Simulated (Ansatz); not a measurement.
**A series of single points on BeSe**

System: BeSe (F-43m, 2 atoms in the cell).
Method: DFT, PBE, all-electron PAW with datasets made for the crystal, scalar-relativistic, no spin polarisation (Ansatz 0.2.0).

The 9 runs differ only in the geometry, by an even scaling of the cell at fixed fractional positions. The structure derives from an entry of the Crystallography Open Database.

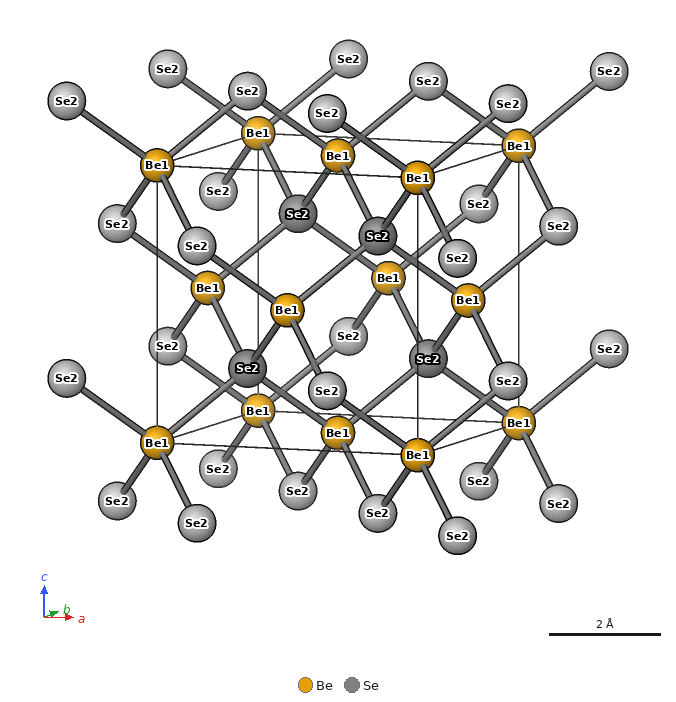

Figure 1. The structure of run 5 (ball-and-stick view of the cell 4 times as large as that of the calculation, set on its symmetry axes, seen slightly off an axis; neighbours outside the cell are drawn fainter; atoms are numbered from 1 in the order of the input).

## Input of run 5
```yaml
crystal:
  lattice:
    - [0.0, 2.5265216758, 2.5265216758]
    - [2.5265216758, 0.0, 2.5265216758]
    - [2.5265216758, 2.5265216758, 0.0]
  atoms:
    - { symbol: Be, position: [0.0, 0.0, 0.0] }
    - { symbol: Se, position: [0.75, 0.75, 0.75] }
kpoints:
  mp_grid: { grid: [10, 10, 10] }
scf:
  occupations: { method: fermi_dirac, width: 0.03 }
hamiltonian:
  xc: pbe
  pseudopotentials: { kind: all_electron, datasets: crystal }
output:
  forces: true
  stress: true
  eigenvalues: true
  efg: { contact_densities: true }
```

Command:
```bash
ansatz run input.yaml --threads 1 --pin off --max-ram 3072MiB --backend cpu --events-out ev --progress --plain --runs-dir out
```

Lattice vectors (Å) and fractional positions of run 5:
```
   0.000000    2.526522    2.526522
   2.526522    0.000000    2.526522
   2.526522    2.526522    0.000000
Be  0.000000  0.000000  0.000000
Se  0.750000  0.750000  0.750000
```

Run 4 differs from it as follows:
```diff
-    - [0.0, 2.5265216758, 2.5265216758]
-    - [2.5265216758, 0.0, 2.5265216758]
-    - [2.5265216758, 2.5265216758, 0.0]
+    - [0.0, 2.5179860645, 2.5179860645]
+    - [2.5179860645, 0.0, 2.5179860645]
+    - [2.5179860645, 2.5179860645, 0.0]
```

## Results, with one run withheld

```tsv
run	volume per atom (Å³)	free energy per atom, from the lowest run given (meV)	pressure (GPa)	gap on the mesh (eV)
1	15.313	68.42	11.94	2.38
2	15.321	67.81	11.88	2.38
3	15.639	46.64	9.53	2.44
4	15.965	?	?	?
5	16.128	22.59	6.32	2.51
6	16.453	11.71	4.41	2.56
7	16.616	7.70	3.52	2.58
8	16.942	2.23	1.87	2.62
9	17.268	0.00	0.36	2.66
```

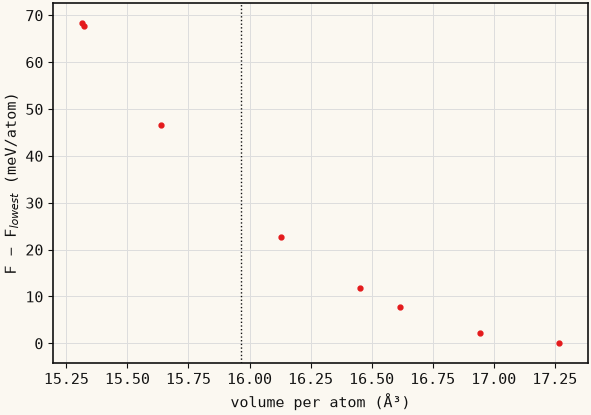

Figure 2. Free energy per atom of the runs given; the dotted line marks run 4.

Fit the runs given and predict run 4.

A cubic polynomial in V^(−2/3) (the Birch–Murnaghan form), fitted to the 8 runs given, misses them by at most 0.02 meV per atom. With x = V^(−2/3) − 0.15628 Å⁻², it reads F = 20.354 + 5782.3 x + 4.0669e+05 x² − 3.2694e+05 x³ (meV per atom). At run 4 it gives 29.52 meV per atom, and the run itself gives 29.53. The slope of the fit gives a pressure −dF/dV of 7.34 GPa there, and the run prints 7.34 GPa. The fit has no minimum inside this range. The gap on the mesh goes, without turning, from 2.38 eV in run 1 to 2.66 eV in run 9; run 4 has 2.49 eV. These are gaps of this functional on this mesh, which can miss the band edges; they aren't the measured gap.

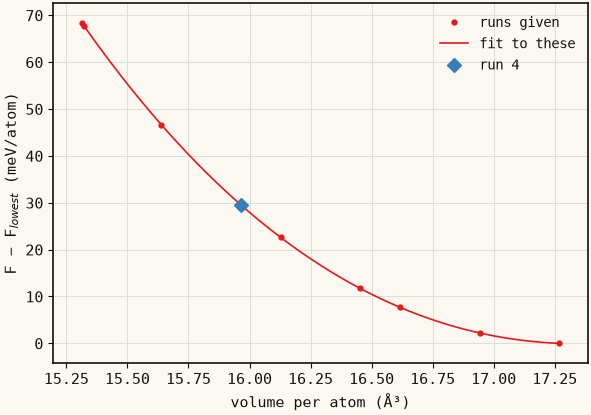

Figure 3. The fit and the withheld run.

## Output, shortened to warnings, some set-up lines, iterations and results (run 4)
```
Basis set: ecut = 220 eV, 259 PW (Γ), exchange–correlation on 40×40×40 points (8 copies of the dense FFT grid, shifted against one another)
Symmetry: 24 space group operations
k-points: 47 of 1000 (time reversal used)
Initial density: superposition of atomic densities (neutral atoms: chi_scale 0, normalization atom)
[...]
SCF iter   1: F=—  HF=-66529.150582 eV  |F-HF|=—  |Δ(HF+E_count)|=         —  Δρ=4.01e-2  dr2=5.32e-1  ethr=6.80e-3  ⟨swp⟩=3.0  Hψ=2613  notcnv=0
SCF iter   2: F=—  HF=-66529.096964 eV  |F-HF|=—  |Δ(HF+E_count)|=   5.36e-2  Δρ=1.74e-2  dr2=8.50e-2  ethr=6.65e-3  ⟨swp⟩=2.0  Hψ=753  notcnv=0
SCF iter   3: F=—  HF=-66529.113568 eV  |F-HF|=—  |Δ(HF+E_count)|=   1.66e-2  Δρ=1.66e-3  dr2=5.56e-4  ethr=6.68e-6  ⟨swp⟩=2.9  Hψ=1987  notcnv=0
SCF iter   4: F=—  HF=-66529.114106 eV  |F-HF|=—  |Δ(HF+E_count)|=   5.38e-4  Δρ=5.53e-4  dr2=5.48e-5  ethr=6.68e-6  ⟨swp⟩=2.0  Hψ=592  notcnv=0
SCF iter   5: F=—  HF=-66529.114182 eV  |F-HF|=—  |Δ(HF+E_count)|=   7.68e-5  Δρ=1.43e-4  dr2=1.00e-5  ethr=6.85e-7  ⟨swp⟩=2.9  Hψ=647  notcnv=0
SCF iter   6: F=—  HF=-66529.114177 eV  |F-HF|=—  |Δ(HF+E_count)|=   4.85e-6  Δρ=2.30e-5  dr2=2.29e-7  ethr=1.25e-7  ⟨swp⟩=3.0  Hψ=650  notcnv=0
SCF iter   7: F=-66529.114177 eV  HF=-66529.114177 eV  |F-HF|=3.06e-10  |Δ(HF+E_count)|=   7.91e-8  Δρ=1.69e-6  dr2=8.66e-10  ethr=2.86e-9  ⟨swp⟩=2.9  Hψ=661  notcnv=0
SCF 1 converged in 7 iterations: F = -66529.114173 eV  dr2 = 8.66e-10
  Residual-converged pass: ⟨swp⟩=3.2  Hψ=734  notcnv=0  max |occ|·‖R‖ = 5.3e-6 eV (tolerance 5.3e-6 eV)  dr2=8.68e-10  dr2_onsite=4.67e-9  max |Δocc| = 0.0e0
SCF converged after 7 iterations
Free energy (F): -66529.114173 eV
Harris-Foulkes:  -66529.114173 eV  (|F-HF|=3.06e-10)
Internal energy: -66529.114173 eV  (E = F + TS)
E sigma→0 (E₀):  -66529.114173 eV
Past the cutoff: the bands carry plane waves up to 1.75 times it, of which those up to 1.5 times it add -0.000162 eV an atom, each by itself; the spheres take 0.000073 eV an atom off the energy for waves past 1.75 times it
By the cutoff:   a pressure is off by up to 0.005 GPa (1.2 times the spheres' own share and the shells' term, over an atom's volume, and 0.004 GPa: a bound that held against runs at twice the plane waves)
Past the cutoffs: a stress includes 0.0007 GPa for waves and charges beyond them, in addition to the slope of what the spheres take
In the spheres:  the bands' charges fall short by 1.5e-6 e at most (sound up to 1e-3), those of shells solved beside the bands by 1.0e-7 e (sound up to 5e-4)
Fermi energy:    9.652879 eV
--- Per-component energies (eV) ---
  E_band       = 23.212887
  E_kinetic    = 116.347833
  E_local      = -2246.646260  (includes V_loc(G=0)·N_el)
  E_nonlocal   = 10.935265
  E_hartree    = 1013.572833
  E_xc         = -99.946989
  E_vxc        = -121.071155  (∫ρ·V_xc dr)
  E_paw        = -69517.628841  (= ΣΔE_a)
  E_vpaw       = -5735.396940  (= ΣTr[D̂ρ^β])
  E_ewald      = -1777.645560
  E_smearing   = -0.000000  (= −TS)
  E_closure    = 5971.897546  (closes the sum)
  Σ components = -66529.114173   (vs F -66529.114173, Δ=0.00e0)
  The terms above E_closure are by the made datasets' own strengths, without shells solved beside the bands.
--- Forces (eV/Å), atoms counted from 1 ---
  atom   1  Be    -0.00000000    -0.00000000    -0.00000000
  atom   2  Se     0.00000000     0.00000000     0.00000000
  max |Σ_I F_I| component: 2.01e-16 eV/Å
--- Stress (GPa, compression-positive) ---
        7.337750       0.000000      -0.000000
       -0.000000       7.337750       0.000000
       -0.000000       0.000000       7.337750
  P = ⅓ Tr σ = 7.3378 GPa (73.378 kbar)
  It holds what live shells' own plane waves past their cutoff add
--- PAW observables at the nuclei: V_zz in 10²¹ V/m², potentials from the cell's mean, atoms counted from 1 ---
  atom   1  Be V_zz =    -0.000000   η = 0.0000   by run symmetry: forbidden
            electrostatic potential = -242.823291 V   contact ρ = 238.642936 e/Å³
  atom   2  Se V_zz =    +0.000000   η = 0.0000   by run symmetry: forbidden
            electrostatic potential = -4710.017278 V   contact ρ = 262935.175963 e/Å³
```
